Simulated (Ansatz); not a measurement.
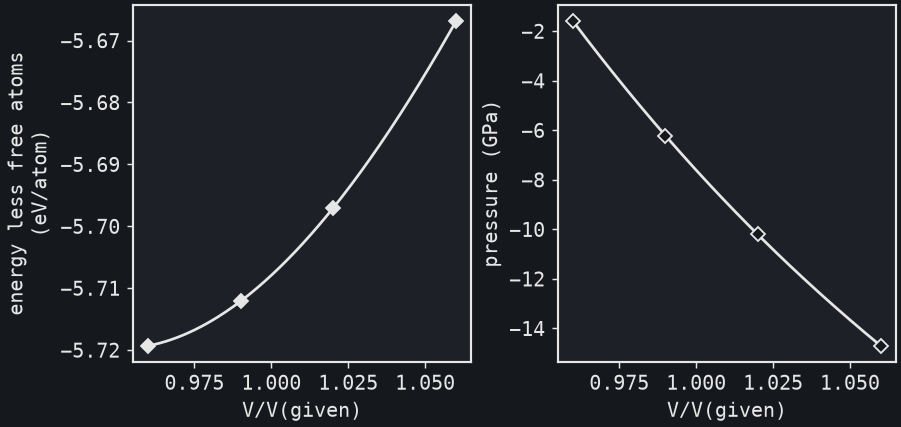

**Figure.** Energy less free atoms and pressure against V/V(given) for MgB₂, space group P6/mmm (No. 191).

V(given) is 9.68 Å³/atom.

The energy less free atoms rises from −5.7193 eV/atom at V/V(given) 0.96 to −5.6669 eV/atom at 1.06. The pressure falls from −1.6 GPa at V/V(given) 0.96 to −14.7 GPa at 1.06.

How it was computed, with Ansatz 0.2.0: periodic Kohn-Sham DFT of a crystal at fixed atoms, scaled to the stated factor times the given cell; pressure positive in compression, energy less spherical unpolarised free atoms. Level: LDA.

- method: all-electron LAPW
- relativity: scalar
- k mesh: 15×15×12
- occupations: Fermi–Dirac
- smearing width: 0.05 eV
- basis error target: 0.5 (meV/atom)
- nucleus: Gaussian

Cell as given: a = 3.085 Å, b = 3.085 Å, c = 3.523 Å, α = 90.00°, β = 90.00°, γ = 120.00°; 3 atoms.

Caveats: the volumes run don't bracket the minimum of the energy, so any equilibrium value is extrapolated; shape and atomic fractions are frozen while scaling, which makes layered, chain and framework solids too stiff.
